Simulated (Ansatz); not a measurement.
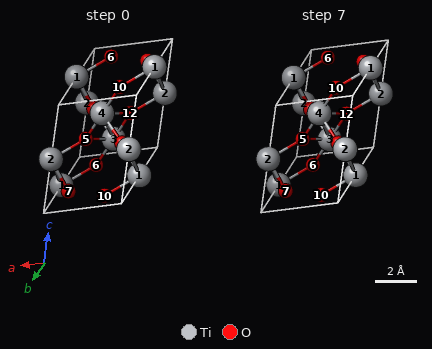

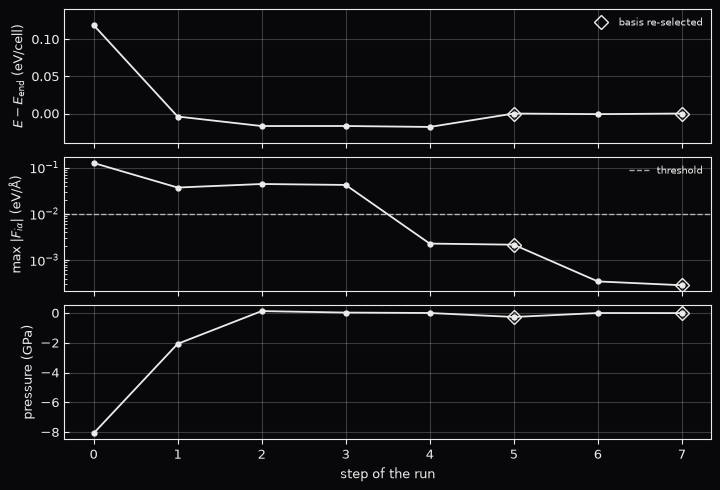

First and last geometry of a relaxation of crystalline TiO$_{2}$ (set up in Imma), with the history of the run. A ball-and-stick model of the cell of the calculation, seen from a free direction.

The run lets cell and atoms move.

Level of theory: Ansatz, Kohn-Sham DFT of a periodic cell, PBEsol, Ansatz PAW.

Input file:
```yaml
crystal:
  lattice:
    - [-2.97316, 3.287369, 3.287402]
    - [2.97316, -3.287369, 3.287402]
    - [2.97316, 3.287369, -3.287402]
  atoms:
    - { symbol: Ti, position: [0.0, 0.5, 0.0] }
    - { symbol: Ti, position: [0.0, 0.0, 0.5] }
    - { symbol: Ti, position: [0.495245, 0.245245, 0.25] }
    - { symbol: Ti, position: [0.504755, 0.754755, 0.75] }
    - { symbol: O, position: [0.695081, 0.69523, 0.500149] }
    - { symbol: O, position: [0.695081, 0.194932, 0.999851] }
    - { symbol: O, position: [0.804516, 0.749617, 0.054899] }
    - { symbol: O, position: [0.194718, 0.749617, 0.445101] }
    - { symbol: O, position: [0.805282, 0.250383, 0.554899] }
    - { symbol: O, position: [0.304919, 0.805068, 0.000149] }
    - { symbol: O, position: [0.195484, 0.250383, 0.945101] }
    - { symbol: O, position: [0.304919, 0.30477, 0.499851] }
hamiltonian:
  xc: pbesol
  pseudopotentials: { kind: paw }
kpoints:
  mp_grid: { grid: [6, 6, 6] }
scf:
  occupations: { method: fermi_dirac, width: 0.05 }
output:
  forces: true
  stress: true
  eigenvalues: true
  write_density: true
  write_potential: true
  elf: true
  volumetric_format: npy
relax:
  f_tol: 0.01
  max_steps: 40
  cell: { stress_tol: 0.05 }
```

Launched with:
```bash
ansatz run input.yaml --threads 4 --pin off --max-ram 11264MiB --backend cpu --events-out ev --progress --plain --runs-dir out
```

Q: What do the curves and the structures tell?

A: It converged. The largest moves relative to the cell, 0.031 Å, are those of Ti atoms. Largest moves by element: Ti 0.031 Å, O 0.004 Å. The drawn cell changes as follows: a = b = c 5.518 → 5.451 Å (−1.2 %); the volume changes by −3.6 %. Near-neighbour distances that change, for instance: O–Ti 1.985 → 1.942 Å, Ti–Ti 2.974 → 2.939 Å, O–Ti 2.005 → 1.977 Å, O–Ti 1.964 → 1.942 Å. The space group (tolerance 0.01 Å) goes from Imma (No. 74) to P4_2/mnm (No. 136). Over 5 accepted moves (7 points after the start) the energy falls by 0.119 eV per cell of the calculation. Largest force component: 0.13 eV/Å at the start, 0.00029 eV/Å at the end. Pressure: −8.08 GPa at the start and −0.01 GPa at the end. At 2 points the geometry stayed and the basis and grid were re-selected for the new cell (energy shift of 18.1 meV per cell of the calculation at most each time).

| step | E − E(0), meV/atom | largest force component, eV/Å | pressure, GPa | volume, Å³/atom | note |
| --- | --- | --- | --- | --- | --- |
| 0 | 0.00 | 0.1259 | -8.08 | 10.710 |  |
| 1 | -10.26 | 0.0371 | -2.07 | 10.432 |  |
| 2 | -11.33 | 0.0442 | 0.13 | 10.336 |  |
| 3 | -11.32 | 0.0422 | 0.03 | 10.339 |  |
| 4 | -11.43 | 0.0023 | 0.00 | 10.338 |  |
| 5 | -9.92 | 0.0022 | -0.27 | 10.338 | same geometry, new basis |
| 6 | -9.99 | 0.0003 | 0.00 | 10.326 |  |
| 7 | -9.92 | 0.0003 | -0.01 | 10.326 | same geometry, new basis |
